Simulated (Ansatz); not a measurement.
**Single-point calculation, with input and output: Ta27N26 (charge +1) (part 1 of 2)**

The run: single-point calculation of Ta27N26 (defect cell, 53 atoms in the cell, total charge +1). Method and program: DFT PBE, scalar-relativistic, plane waves, PAW, spin-polarised (Ansatz 0.2.0).

The structure derives from an entry of the Crystallography Open Database.

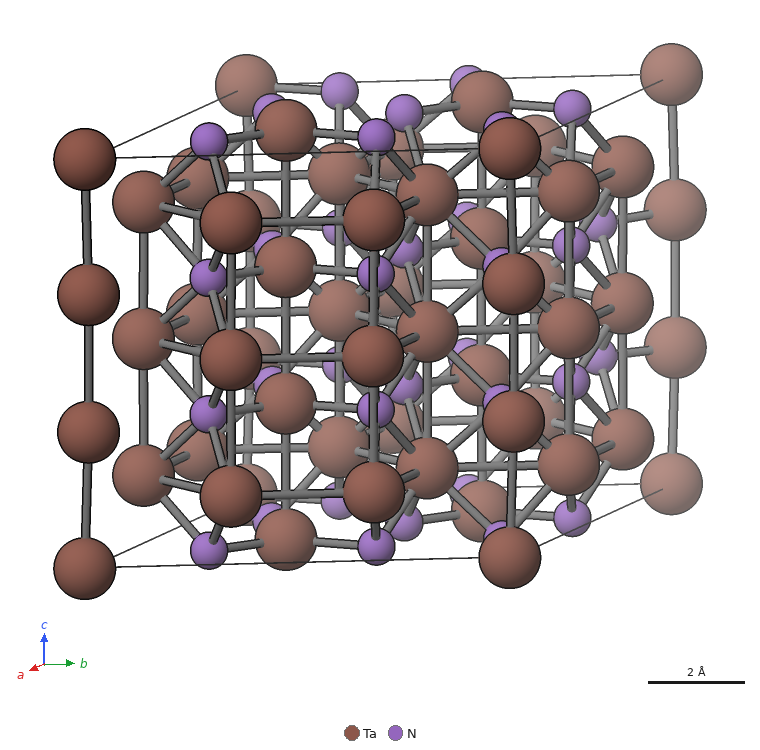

**Figure 1.** The input geometry (ball-and-stick view of the cell of the calculation, seen slightly off an axis). An atom can appear more than once, as a periodic image.

## Input
```yaml
crystal:
  lattice:
    - [7.794, 4.499868, 0.0]
    - [-7.794, 4.499868, 0.0]
    - [0.0, 0.0, 8.733]
  atoms:
    - { symbol: Ta, position: [0.3323793037, 0.3326843888, 0.1660938793] }
    - { symbol: Ta, position: [0.3327150451, 0.3339081422, 0.499811248] }
    - { symbol: Ta, position: [0.3323738766, 0.3326741528, 0.833521423] }
    - { symbol: Ta, position: [0.6676544488, 0.0006321357, 0.165845259] }
    - { symbol: Ta, position: [0.6678191895, 0.000178456, 0.499806874] }
    - { symbol: Ta, position: [0.6676509522, 0.0006217279, 0.8337631271] }
    - { symbol: Ta, position: [-7.30302e-05, 0.6684671514, 0.167207544], spin: 0.2 }
    - { symbol: Ta, position: [0.0002815771, 0.6661070482, 0.4997975752] }
    - { symbol: Ta, position: [-0.0001234114, 0.6684139638, 0.8323628949], spin: 0.2 }
    - { symbol: Ta, position: [0.3317885015, 1.0002933404, 0.167271693], spin: 0.2 }
    - { symbol: Ta, position: [0.3340727004, 0.9998942732, 0.4998123599] }
    - { symbol: Ta, position: [0.3317550226, 1.0002594354, 0.8323804166], spin: 0.2 }
    - { symbol: Ta, position: [0.6674937056, 0.6677990901, 0.1660847456] }
    - { symbol: Ta, position: [0.6662720911, 0.6674653029, 0.4997954256] }
    - { symbol: Ta, position: [0.6674807303, 0.6677921528, 0.8335088752] }
    - { symbol: Ta, position: [-0.0004321345, 0.332567762, 0.165847421] }
    - { symbol: Ta, position: [1.15289e-05, 0.3323811352, 0.4998048838] }
    - { symbol: Ta, position: [-0.0004263666, 0.332564038, 0.8337584628] }
    - { symbol: Ta, position: [0.0084159265, -0.0082725473, -0.0001963872], spin: 0.2 }
    - { symbol: Ta, position: [0.0020304562, -0.0018244701, 0.331750869] }
    - { symbol: Ta, position: [0.0020253984, -0.0018427061, 0.6678654528] }
    - { symbol: Ta, position: [0.3308611243, 0.6693239977, -0.0001998489] }
    - { symbol: Ta, position: [0.3324878065, 0.6676990671, 0.3324867895] }
    - { symbol: Ta, position: [0.3324885326, 0.6677011777, 0.6671176806] }
    - { symbol: Ta, position: [0.6654168996, 0.3347308434, -0.000187547] }
    - { symbol: Ta, position: [0.6660167211, 0.3341677946, 0.3329432048] }
    - { symbol: Ta, position: [0.6660174454, 0.3341611854, 0.6666647856] }
    - { symbol: "N", position: [0.1330062471, 0.8671948223, 0.3372986348] }
    - { symbol: "N", position: [0.1330022924, 0.867173732, 0.6623098607] }
    - { symbol: "N", position: [0.4636092238, 0.5365493547, -0.0001965584] }
    - { symbol: "N", position: [0.4635176999, 0.5366743265, 0.3327273878] }
    - { symbol: "N", position: [0.4635164298, 0.5366662746, 0.6668885262] }
    - { symbol: "N", position: [0.7965218432, 0.2036829557, -0.0001943083] }
    - { symbol: "N", position: [0.7973883622, 0.2028241932, 0.3330616884] }
    - { symbol: "N", position: [0.7973886788, 0.2028105618, 0.6665461501] }
    - { symbol: "N", position: [0.4013651986, 0.1999949871, -0.0001868903] }
    - { symbol: "N", position: [0.404351421, 0.2030862765, 0.33396787] }
    - { symbol: "N", position: [0.4043502509, 0.2030660434, 0.6656679278] }
    - { symbol: "N", position: [0.743997164, 0.8729297685, -0.0001923279] }
    - { symbol: "N", position: [0.7395413719, 0.8698063158, 0.3327413926] }
    - { symbol: "N", position: [0.7395314589, 0.8698028181, 0.6668661528] }
    - { symbol: "N", position: [0.0687090305, 0.5373933786, -0.0002016681] }
    - { symbol: "N", position: [0.0704583383, 0.534250781, 0.3332876396] }
    - { symbol: "N", position: [0.0704661663, 0.5342372854, 0.666304701] }
    - { symbol: "N", position: [0.1272616379, 0.2561968224, -0.0001933601] }
    - { symbol: "N", position: [0.1303801989, 0.2606591259, 0.3327308675] }
    - { symbol: "N", position: [0.1303777088, 0.2606475755, 0.6668775699] }
    - { symbol: "N", position: [0.462811715, 0.931470375, -0.0001858463] }
    - { symbol: "N", position: [0.4659666609, 0.9297370689, 0.3333017677] }
    - { symbol: "N", position: [0.4659504147, 0.9297350653, 0.6663210435] }
    - { symbol: "N", position: [0.8001319706, 0.5987634519, -0.0002065423] }
    - { symbol: "N", position: [0.7971266933, 0.5958392116, 0.3339169355] }
    - { symbol: "N", position: [0.7971036012, 0.5958347904, 0.6656612163] }
magnetization:
  spin_polarized: true
total_charge: 1
basis:
  ecutwfc: 420
  fft_grid_basis: typed
kpoints:
  mp_grid: { grid: [3, 3, 2] }
hamiltonian:
  xc: pbe
  pseudopotentials: { kind: paw }
scf:
  occupations: { method: gaussian, width: 0.05 }
output:
  forces: true
  stress: false
  eigenvalues: true
  bader: true
  write_density: true
  volumetric_format: npy
  populations: true
```

Command:
```bash
ansatz run input.yaml --threads 8 --pin off --max-ram 16384MiB --backend cpu --events-out ev --progress --plain --runs-dir out
```

## Log
```
Engine: ansatz 0.2.0, aarch64-unknown-linux-gnu
Pseudopotentials: kind: paw
Pseudopotential: Ta, paw, valence charge 13, recommended cutoff 420 eV (normal), Ta.paw.azcp
Pseudopotential: N, paw, valence charge 5, recommended cutoff 420 eV (normal), N.paw.azcp
Functional definition: PBE
  parameter kappa = 0.804
  parameter beta = 0.06672455060314922
  exchange = pbe_x(kappa = kappa, mu = beta*pi^2/3)
  correlation = pbe_c(beta = beta)
Crystal: 53 atoms, lattice volume = 612.567 Å³
Basis set: ecut = 420 eV, 11897 PW (Γ), exchange–correlation on 128×128×120 points (8 copies of the dense FFT grid, shifted against one another)
Bands: 294, of which v1, the nominal top of the filled ones, is band 240 counted from 1 (239 counted from 0)
Symmetry: 1 space group operations
Space group: P1 (ITA 1), of the structure as read, at distance tolerance 8.5e-5 Å
Magnetic group: BNS 1.1 (UNI 1), of the structure as read, at distance tolerance 8.5e-5 Å
k-points: 10 of 18 (time reversal used)
Non-local potential: Ta, projectors of the file, l = 0: 3, l = 1: 2, l = 2: 2, l = 3: 1
Non-local potential: N, projectors of the file, l = 0: 2, l = 1: 2, l = 2: 1
PAW form: soft (Blöchl's): semilocal exchange-correlation on the pseudo side does not see the compensation charge
PAW one-centre angular grid: Ta, 590 points (default); XC on 64 Gauss nodes
PAW one-centre angular grid: N, 110 points (default); XC on 64 Gauss nodes
Initial density: superposition of atomic densities (chi_scale 0.1, normalization cell, long waves kept (reshape's long-wave potential 0.22 eV rms))
Starting moments: Σ|m| = 1 μB on 5 of 53 sites
Initial wavefunctions: pseudopotential atomic-orbital guess
Functional: x = pbe(κ = 0.804, μ = 0.2195149727645171), c = pbe(β = 0.06672455060314922)
SCF iter   1: F=—  HF=-278241.507894 eV  |F-HF|=—  |Δ(HF+E_count)|=         —  Δρ=3.50e-2 (↑3.49e-2 ↓3.50e-2)  dr2=4.55e1  dr2_m=1.89e-2  M=0.230 μB ∫|m|=0.286 μB  β_m=0.30  ethr=3.10e-3  ⟨swp⟩=5.7  Hψ=21726  notcnv=0  defer=347
Mixer restart at iter 1: flushing history
preconditioner: auto → Kerker (q_TF=auto, 2.620 Å⁻¹)  [metal: Δε(μ)=0.009 eV  Ē_g=9.765 eV  σ=0.050 eV  W_gap=0.10  n_scr=198 (ndim 8)  ℏωp=24.4 eV  f_vac=0.000  D(μ)=15.71/eV (n_scr^D=94)]
spin=Collinear: Kerker preconditioning applied to the charge; magnetization (m = ρ↑ − ρ↓) channel mixes plain (no charge-response kernel on spin).
SCF iter   2: F=—  HF=-278236.272345 eV  |F-HF|=—  |Δ(HF+E_count)|=    5.24e0  Δρ=2.23e-2 (↑2.22e-2 ↓2.23e-2)  dr2=1.93e1  dr2_m=9.35e-3  M=0.248 μB ∫|m|=0.291 μB  β_m=0.51  ethr=3.10e-3  ⟨swp⟩=2.0  Hψ=8949  notcnv=0  defer=906
SCF iter   3: F=—  HF=-278234.223051 eV  |F-HF|=—  |Δ(HF+E_count)|=    2.05e0  Δρ=8.18e-3 (↑8.05e-3 ↓8.18e-3)  dr2=3.03e0  dr2_m=9.57e-4  M=0.195 μB ∫|m|=0.221 μB  β_m=0.69  ethr=3.10e-3  ⟨swp⟩=2.5  Hψ=8113  notcnv=0  defer=924
SCF iter   4: F=—  HF=-278233.915398 eV  |F-HF|=—  |Δ(HF+E_count)|=   3.08e-1  Δρ=1.74e-3 (↑1.74e-3 ↓1.72e-3)  dr2=2.04e-1  dr2_m=5.13e-5  M=0.127 μB ∫|m|=0.139 μB  β_m=0.84  ethr=6.30e-4  ⟨swp⟩=2.9  Hψ=7515  notcnv=0  defer=918
SCF iter   5: F=—  HF=-278233.952542 eV  |F-HF|=—  |Δ(HF+E_count)|=   3.71e-2  Δρ=8.34e-4 (↑8.34e-4 ↓7.71e-4)  dr2=2.61e-2  dr2_m=4.22e-5  M=0.088 μB ∫|m|=0.095 μB  β_m=0.92  ethr=4.25e-5  ⟨swp⟩=2.0  Hψ=8777  notcnv=0  defer=918
SCF iter   6: F=—  HF=-278233.950512 eV  |F-HF|=—  |Δ(HF+E_count)|=   2.03e-3  Δρ=2.90e-4 (↑2.90e-4 ↓2.80e-4)  dr2=3.35e-3  dr2_m=1.95e-5  M=0.060 μB ∫|m|=0.064 μB  β_m=0.94  ethr=5.44e-6  ⟨swp⟩=2.0  Hψ=7979  notcnv=0  defer=918
SCF iter   7: F=—  HF=-278233.951768 eV  |F-HF|=—  |Δ(HF+E_count)|=   1.26e-3  Δρ=1.80e-4 (↑1.57e-4 ↓1.80e-4)  dr2=1.73e-3  dr2_m=8.09e-6  M=0.042 μB ∫|m|=0.045 μB  β_m=0.92  ethr=6.97e-7  ⟨swp⟩=2.0  Hψ=9445  notcnv=0  defer=918
SCF iter   8: F=—  HF=-278233.951765 eV  |F-HF|=—  |Δ(HF+E_count)|=   3.09e-6  Δρ=7.88e-5 (↑6.69e-5 ↓7.88e-5)  dr2=2.95e-4  dr2_m=5.35e-6  M=0.033 μB ∫|m|=0.036 μB  β_m=0.96  ethr=3.60e-7  ⟨swp⟩=2.0  Hψ=8355  notcnv=0  defer=918
SCF iter   9: F=—  HF=-278233.951755 eV  |F-HF|=—  |Δ(HF+E_count)|=   1.01e-5  Δρ=3.06e-5 (↑3.06e-5 ↓2.33e-5)  dr2=1.58e-5  dr2_m=2.40e-6  M=0.022 μB ∫|m|=0.024 μB  β_m=0.98  ethr=6.14e-8  ⟨swp⟩=2.0  Hψ=7916  notcnv=0  defer=918
SCF iter  10: F=—  HF=-278233.951797 eV  |F-HF|=—  |Δ(HF+E_count)|=   4.26e-5  Δρ=1.71e-5 (↑1.71e-5 ↓1.59e-5)  dr2=3.31e-6  dr2_m=1.17e-6  M=0.015 μB ∫|m|=0.017 μB  β_m=0.99  ethr=3.29e-9  ⟨swp⟩=2.0  Hψ=9471  notcnv=0  defer=918
SCF iter  11: F=—  HF=-278233.951801 eV  |F-HF|=—  |Δ(HF+E_count)|=   3.18e-6  Δρ=1.19e-5 (↑1.10e-5 ↓1.19e-5)  dr2=1.04e-6  dr2_m=4.91e-7  M=0.010 μB ∫|m|=0.011 μB  β_m=0.99  ethr=6.90e-10  ⟨swp⟩=2.4  Hψ=10202  notcnv=0  defer=918
SCF iter  12: F=—  HF=-278233.951802 eV  |F-HF|=—  |Δ(HF+E_count)|=   1.88e-6  Δρ=5.69e-6 (↑5.69e-6 ↓5.69e-6)  dr2=4.67e-7  dr2_m=1.09e-7  M=0.005 μB ∫|m|=0.005 μB  β_m=1.00  ethr=2.17e-10  ⟨swp⟩=3.0  Hψ=10913  notcnv=0  defer=918
SCF iter  13: F=—  HF=-278233.951803 eV  |F-HF|=—  |Δ(HF+E_count)|=   4.05e-7  Δρ=3.10e-6 (↑3.10e-6 ↓1.81e-6)  dr2=1.99e-7  dr2_m=2.54e-8  M=0.002 μB ∫|m|=0.002 μB  β_m=1.00  ethr=9.73e-11  ⟨swp⟩=2.5  Hψ=10518  notcnv=0  defer=918
SCF iter  14: F=—  HF=-278233.951803 eV  |F-HF|=—  |Δ(HF+E_count)|=   9.03e-8  Δρ=1.20e-6 (↑1.20e-6 ↓1.15e-6)  dr2=4.74e-8  dr2_m=4.28e-9  M=0.001 μB ∫|m|=0.001 μB  β_m=0.95  ethr=4.14e-11  ⟨swp⟩=2.3  Hψ=9906  notcnv=0  defer=918
SCF iter  15: F=-278233.951803 eV  HF=-278233.951803 eV  |F-HF|=1.49e-8  |Δ(HF+E_count)|=   2.54e-8  Δρ=5.91e-7 (↑4.27e-7 ↓5.91e-7)  dr2=1.74e-8  dr2_m=2.61e-10  M=0.000 μB ∫|m|=0.000 μB  ethr=9.88e-12  ⟨swp⟩=12.0  Hψ=29733  notcnv=0
SCF 1 converged in 15 iterations: F = -278233.951803 eV  dr2 = 1.74e-8
  greatest PAW one-centre occupation: 1.000 electrons in one spin orbital (limit 2), on the Ta atom at site 25 (counted from 0), in its partial waves of l = 0
```

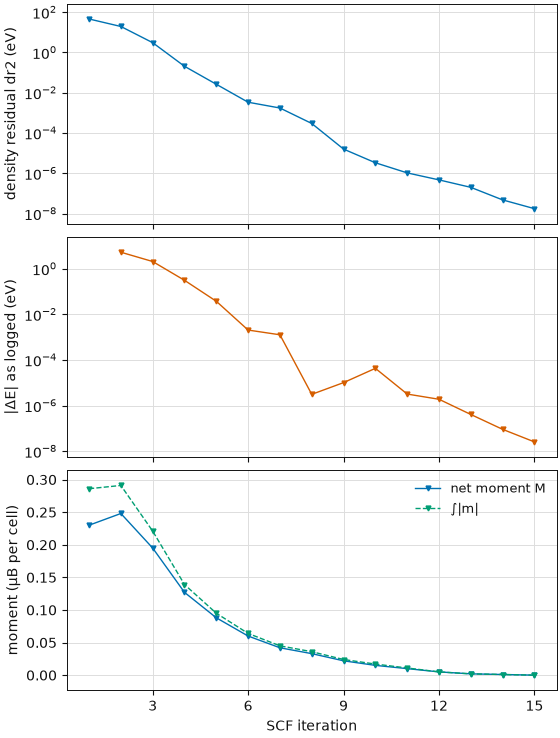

**Figure 2.** Convergence of the self-consistent field: density residual dr2, size of the energy change and magnetic moment against the SCF iteration. The residual falls at every step. The net moment goes from 0.2 to 0.0 μB per cell, and ∫|m| falls to zero.

```
WARN: the starting moments were not kept: the SCF closed with an absolute magnetisation of 3.0e-4 μB, where they sum to 1 μB in size (5 sites). That is at most 0.1 of that sum. Measured as dr2_m measures the in/out step, that magnetisation stands 2.7e-9 eV from none, at or under the dr2_threshold of 1.0e-7 eV: it is no larger than a step whose dr2_m would equal this threshold. The system may hold no moment; this SCF shows only that its start led to no more than that. To try another start: raise the starting moments (crystal.atoms[].spin, magnetization.per_species, magnetization.initial_magnetization, or on a non-collinear deck that types none of these the spinor_matrix: blocks that start its atoms; where the total moment is fixed, keep their sum and leave initial_magnetization as it is; typed ones take the place of any that the run laid by itself, positive ones on a crystal's lanthanoids without a Hubbard term where scf.initial_density.shell_occupations: [] is typed) or, if the notice of its spin-set hold's release reads "site moments contracting" or "site moments show no strong build", lengthen the hold (scf.mixing.spin_hold: { on: { confirm: 4 } }; for m-r²SCAN on two components see the key's manual first). Each may lead to a state that holds a moment. A second SCF, from the converged charge density, with the starting moments and any scf.initial_density.shell_occupations laid on it anew, would have followed, and was not run: the deck does not ask for one (magnetization.retry_lost_moments is false, the default). To let it run, set magnetization.retry_lost_moments: true and run the deck again, where that key's refused combinations let it; where memory then withholds it, that run's warning says so.
SCF converged after 15 iterations
Magnetization: 0.0003 μB (240.0001 up, 239.9999 down)
Absolute magnetization: 0.0003 μB (∫|ρ↑−ρ↓|, with the PAW one-centre terms)
Spin contamination: 0.0000 ħ² per cell (⟨S²⟩ above its minimum at these occupations)
Per-site moments (μB) at R_I (Å): [(6.473344225212297e-7, 0.8906169346388789), (8.730287185934537e-7, 0.8903207203242157), (6.485895023432106e-7, 0.8906282706143575), (1.209766605971562e-6, 0.8911978679219603), (1.081135415904615e-6, 0.8909165355592688), (1.2147391195131608e-6, 0.8912289037844284), (1.5450573722168585e-5, 0.8881923835346184), (1.4354490017265995e-6, 0.8802737948148347), (1.5460272657341554e-5, 0.888128680185275), (1.546115235228896e-5, 0.8881219137940033), (1.4215715290095279e-6, 0.8802461421397039), (1.545975513713501e-5, 0.8881296164843955), (6.453560906155798e-7, 0.8906143165852147), (8.671317102386118e-7, 0.8903873388872674), (6.45915962092328e-7, 0.8906171028514154), (1.193782655127627e-6, 0.8912001760371856), (1.0794995993795624e-6, 0.8909067958906336), (1.1948928965817044e-6, 0.8912242605567067), (1.30107044423948e-5, 0.8515697202480753), (7.325669732154709e-7, 0.8424337779140484), (7.304045308857661e-7, 0.8424471668030328), (1.0309128196400022e-6, 0.8428134527248481), (8.602175545054609e-7, 0.8424846716633193), (8.583251824522791e-7, 0.8424627567446105), (3.999411332016382e-6, 0.842827913456173), (1.3815109029075577e-6, 0.8412690870157438), (1.3799942480832017e-6, 0.8412747969390482), (2.8665501407643384e-7, 0.8424337779140484), (2.8728915890421814e-7, 0.8424471668030328), (1.399247495969628e-6, 0.8536622567101891), (6.279684287185574e-7, 0.8425126455440629), (6.285849317143838e-7, 0.8425388590350978), (-6.311745625629624e-8, 0.842827913456173), (1.7674436991865106e-7, 0.8446361819650821), (1.7694708504799645e-7, 0.844657447284654), (2.3944407746671356e-6, 0.8489924316881298), (4.008909874467119e-7, 0.8412690870157438), (3.987781197020788e-7, 0.8412747969390482), (7.47393999451435e-7, 0.8515697202480753), (7.387315057361511e-7, 0.8439840170057885), (7.388802894396403e-7, 0.8440005678389694), (2.500211106291952e-7, 0.8428315065122899), (1.7557395077183833e-6, 0.8424846716633193), (1.7579862316237022e-6, 0.8424627567446105), (7.697903207384531e-7, 0.8517272181401369), (7.337500973841764e-7, 0.8439670017925035), (7.340640012443045e-7, 0.8439886501280236), (2.447934747377085e-7, 0.8428134527248481), (1.7416424364047686e-6, 0.8425133341450529), (1.7418186828844259e-6, 0.8424992817467153), (2.4135691086772763e-6, 0.8489305624490588), (3.951577421417174e-7, 0.8412880765765073), (3.9850538225468096e-7, 0.8412954591851526)]
Free energy (F): -278233.951803 eV
Harris-Foulkes:  -278233.951803 eV  (|F-HF|=1.49e-8)
Internal energy: -278233.930417 eV  (E = F + TS)
E sigma→0 (E₀):  -278233.941110 eV
Entropy (-TS):   -0.021386 eV (-0.404 meV/atom)
Fermi energy:    19.370227 eV
--- Per-component energies (eV) ---
  E_band       = -2088.302447
  E_kinetic    = 13320.265841
  E_local      = -18433.715177  (includes V_loc(G=0)·N_el)
  E_nonlocal   = 1570.975280
  E_hartree    = 6267.372415
  E_xc         = -7477.050786
  E_vxc        = -7519.028592  (∫ρ·V_xc dr)
  E_paw        = -230026.109373  (= ΣΔE_a)
  E_vpaw       = -3561.551746  (= ΣTr[D̂ρ^β])
  E_aug_tail   = 0.007552  (compensation charges beyond the density's cutoff)
  E_ewald      = -43455.676170
  E_smearing   = -0.021386  (= −TS)
  E_closure    = 0.000000  (closes the sum)
  E_deformation_potential = 26.367878  (in the stress; not in F)
  Σ components = -278233.951803   (vs F -278233.951803, Δ=0.00e0)
--- Forces (eV/Å), atoms counted from 1 ---
  atom   1  Ta    -0.04968146     0.05106112     0.08267197
  atom   2  Ta    -0.02397415     0.01063198    -0.00020510
  atom   3  Ta    -0.04944817     0.05155362    -0.08219897
  atom   4  Ta     0.01002006    -0.03534667     0.06669223
  atom   5  Ta     0.00510600     0.01900451    -0.00050476
  atom   6  Ta     0.00815940    -0.03486509    -0.06528248
  atom   7  Ta     0.10240813    -0.00414034     0.21040255
  atom   8  Ta    -0.05080466    -0.02519349    -0.00047852
  atom   9  Ta     0.10355865    -0.00177939    -0.20948094
  atom  10  Ta     0.10191160     0.00223720     0.20444805
  atom  11  Ta    -0.05027071     0.02670501     0.00007618
  atom  12  Ta     0.10146633     0.00233235    -0.20671800
  atom  13  Ta    -0.04954183    -0.05115750     0.08277038
  atom  14  Ta    -0.02259245    -0.00994393     0.00070660
  atom  15  Ta    -0.04897072    -0.05042182    -0.08117209
  atom  16  Ta     0.01101608     0.03447274     0.06483173
  atom  17  Ta     0.00639680    -0.01874511    -0.00076980
  atom  18  Ta     0.01101631     0.03321985    -0.06466569
  atom  19  Ta    -0.14723350     0.00378325     0.00039764
  atom  20  Ta     0.01333410    -0.00131679    -0.01235818
  atom  21  Ta     0.01221993    -0.00026333     0.01164601
  atom  22  Ta     0.06638733     0.00006409     0.00064705
  atom  23  Ta     0.04948122     0.00075714    -0.00685709
  atom  24  Ta     0.05074275     0.00038519     0.00728064
  atom  25  Ta     0.04002970     0.00006064    -0.00122633
  atom  26  Ta    -0.00744894     0.00113309    -0.03813539
  atom  27  Ta    -0.00775289     0.00059665     0.03855819
  atom  28  N     -0.00142819     0.00034010     0.00156506
  atom  29  N     -0.00284530    -0.00043383    -0.00061808
  atom  30  N     -0.01479621     0.00118746    -0.00014312
  atom  31  N     -0.00192368    -0.00056403     0.01019131
  atom  32  N     -0.00317978    -0.00087128    -0.01170198
  atom  33  N     -0.01066476    -0.00044591    -0.00042369
  atom  34  N      0.00013821    -0.00120510     0.00939963
  atom  35  N     -0.00131158    -0.00051863    -0.00890272
  atom  36  N     -0.02102257    -0.14053603    -0.00034303
  atom  37  N      0.02085078    -0.00897456    -0.00698983
  atom  38  N      0.01990271    -0.00880732     0.00666913
  atom  39  N      0.00776038     0.05546623    -0.00065675
  atom  40  N      0.01179424     0.00460422     0.01118056
  atom  41  N      0.01283817     0.00460991    -0.01175684
  atom  42  N     -0.05636979     0.01042743    -0.00043980
  atom  43  N     -0.03416256     0.01473102    -0.02463131
  atom  44  N     -0.03577697     0.01388656     0.02505508
```
